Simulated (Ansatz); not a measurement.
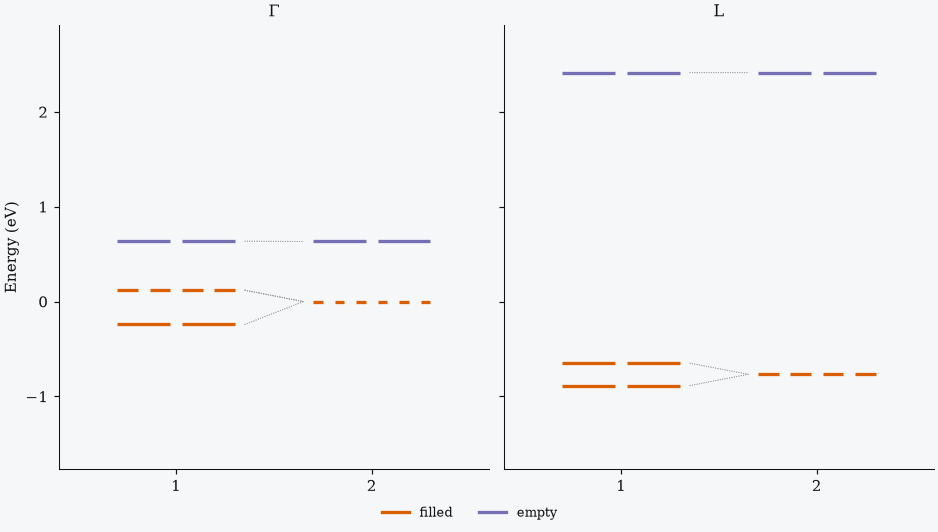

Levels at Γ and L, each bar one state with spin counted. Zero is the valence top without spin-orbit coupling, and the two sets are aligned on the mean of the six top valence states at Γ.

System: zincblende CdSe, space group F-43m, 2 atoms in the primitive cell, volume scaled by a factor 0.96; cubic a = 6.058 Å. Run without spin-orbit coupling: PBE with D3(BJ) dispersion, Ansatz PAW, 8×8×8 k mesh, 420 eV cutoff, Fermi-Dirac smearing of 0.05 eV (Ansatz 0.2.0). Run with it: PBE, Ansatz PAW, 8×8×8 k mesh, 420 eV cutoff, Fermi-Dirac smearing of 0.05 eV (Ansatz 0.2.0). Neither carries moments.

Which column includes spin-orbit coupling?

Column 1: it splits levels that are degenerate in column 2.

How does spin-orbit coupling split the valence top at Γ?

The threefold valence top at Γ (six states with spin) splits into a fourfold level on top and a twofold one 0.36 eV below it, the split-off level.

What happens to the direct gaps?

The vertical gap goes from 0.63 to 0.52 eV at Γ and from 3.18 to 3.06 eV at L. A third of the splitting is 0.12 eV, which accounts for the change at Γ: the fourfold level rises by about that much.

And the smallest gap over all k points computed?

It narrows from 0.63 eV (valence top at Γ, conduction bottom at Γ) to 0.52 eV.

LDA, GGA and most meta-GGA functionals understate gaps. The usual form of CdSe is wurtzite, though both occur.
